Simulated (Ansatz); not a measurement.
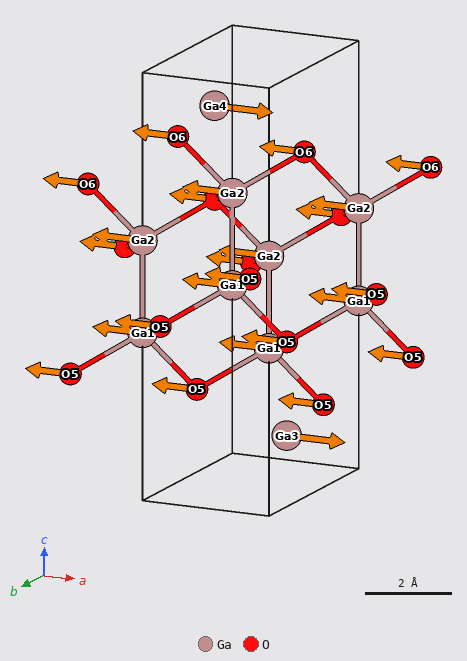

One vibrational mode of solid Ga2O (a generated structure) at the zone centre. The orange arrows are the displacements of the atoms (eigenvector over the root of the mass), of arbitrary overall length and sign. The picture is a ball-and-stick view of the cell of the calculation, seen from a free direction.

Method: DFT PBEsol, scalar-relativistic, plane waves, PAW (Ansatz 0.2.0).

Input
```yaml
crystal:
  lattice:
    - [3.0335864241, 0.0, 0.0]
    - [-1.5167932121, 2.6271629079, 0.0]
    - [0.0, 0.0, 11.5442490295]
  atoms:
    - { symbol: Ga, position: [0.0, 0.0, 0.3920564379] }
    - { symbol: Ga, position: [0.0, 0.0, 0.6079435621] }
    - { symbol: Ga, position: [0.6666666667, 0.3333333333, 0.1020928434] }
    - { symbol: Ga, position: [0.3333333333, 0.6666666667, 0.8979071566] }
    - { symbol: O, position: [0.6666666667, 0.3333333333, 0.3209850998] }
    - { symbol: O, position: [0.3333333333, 0.6666666667, 0.6790149002] }
basis:
  ecutwfc: 420
kpoints:
  mp_grid: { grid: [12, 12, 4] }
hamiltonian:
  xc: pbesol
scf:
  occupations: { method: fermi_dirac, width: 0.15 }
output:
  eigenvalues: true
phonons:
  method: dfpt
  eigenvectors: true
```

Command:
```bash
ansatz run input.yaml --threads 2 --pin off --max-ram 7168MiB --backend cpu --events-out ev --progress --plain --runs-dir out
```

The frequencies depend somewhat on the k-mesh and the smearing.

> What mode is this, and where does it lie in the spectrum?

This is the E_u mode (doubly degenerate; one member of the set is drawn) at 40 cm⁻¹, the lowest optical level, infrared-active by symmetry. The Ga (2d) sublattice moves against the Ga (2c) and O sublattices, along a; the kinetic energy is shared as Ga 92 %, O 8 %. The crystal is a metal, so free carriers screen the infrared response.
